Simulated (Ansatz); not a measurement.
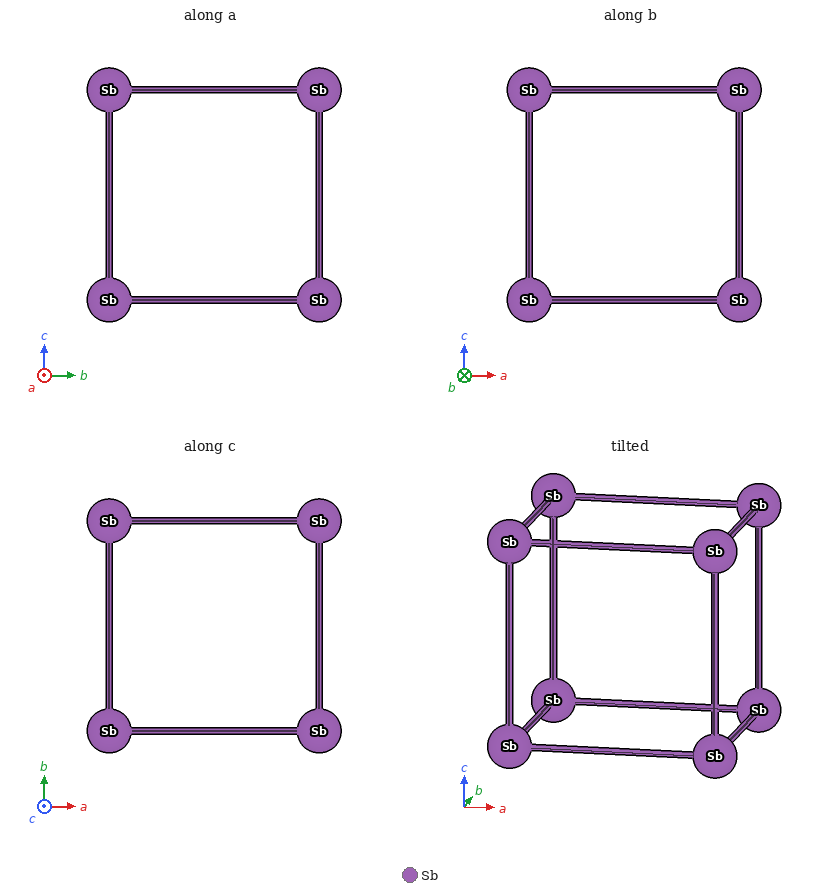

Crystal structure, ball-and-stick style, seen along the a axis, along the b axis, along the c axis and slightly off an axis. The wireframe shows the conventional unit cell.

Lattice parameters: a = 3.0134 Å, b = 3.0134 Å, c = 3.0134 Å, α = 90.000°, β = 90.000°, γ = 90.000°.

**Transcribe the picture into a CIF with its space group and independent sites.**

```cif
data_structure
_symmetry_space_group_name_H-M 'P m -3 m'
_symmetry_Int_Tables_number 221
_cell_length_a 3.0134
_cell_length_b 3.0134
_cell_length_c 3.0134
_cell_angle_alpha 90.000
_cell_angle_beta 90.000
_cell_angle_gamma 90.000
_cell_volume 27.36
loop_
_atom_site_label
_atom_site_type_symbol
_atom_site_symmetry_multiplicity
_atom_site_Wyckoff_symbol
_atom_site_fract_x
_atom_site_fract_y
_atom_site_fract_z
_atom_site_occupancy
Sb1 Sb 1 a 0.0000 0.0000 0.0000 1
```

Origin of the cell: a random cell made by a generator, so it need not be a real form of the element. The cell was then strained or its atoms displaced on purpose. A calculation with Ansatz used it as input.

At this level of theory the cell isn't at rest (compressed, at 6 GPa), so its distances can differ from those at equilibrium, the more so the softer the solid.
